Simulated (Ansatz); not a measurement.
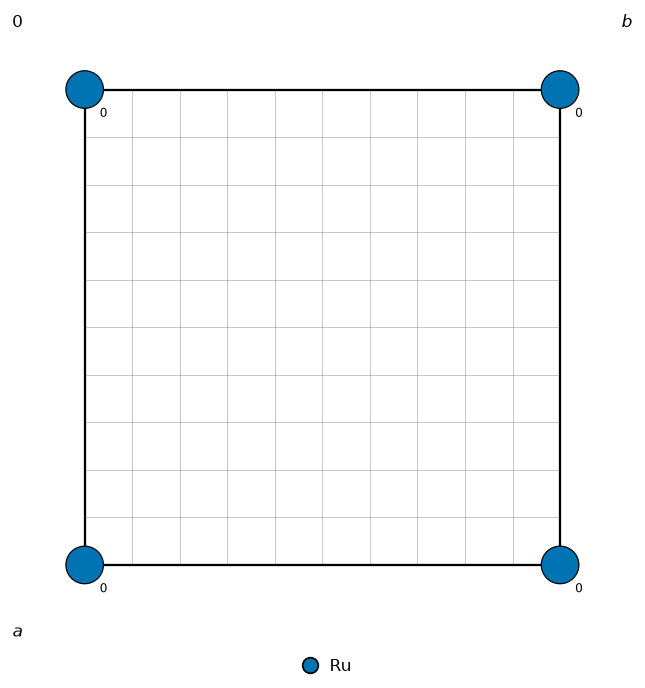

Plan of a unit cell projected along c (a down the page, b across); the numbers are heights as fractions of c, and atoms on the cell's edges are repeated. The grid marks tenths of a and b. Source: the input geometry of an electronic-structure calculation (not necessarily at equilibrium); the starting structure was generated, so it need not be a known form of this composition. Symmetry computed with spglib at a tolerance of 0.002 Å; standard conventional cell.

a = 2.491 Å, b = 2.491 Å, c = 2.491 Å, α = 90.00°, β = 90.00°, γ = 90.00°.

What does the cell contain?

Answer. 1 Ru: Ru, Z = 1.

Which space group?

Answer. No. 221, Pm-3m, primitive cubic.

Give the independent sites, coordinates to two places.

Answer.
```csv
atom,site,symmetry,x,y,z
Ru,1a,m-3m,0.00,0.00,0.00
```
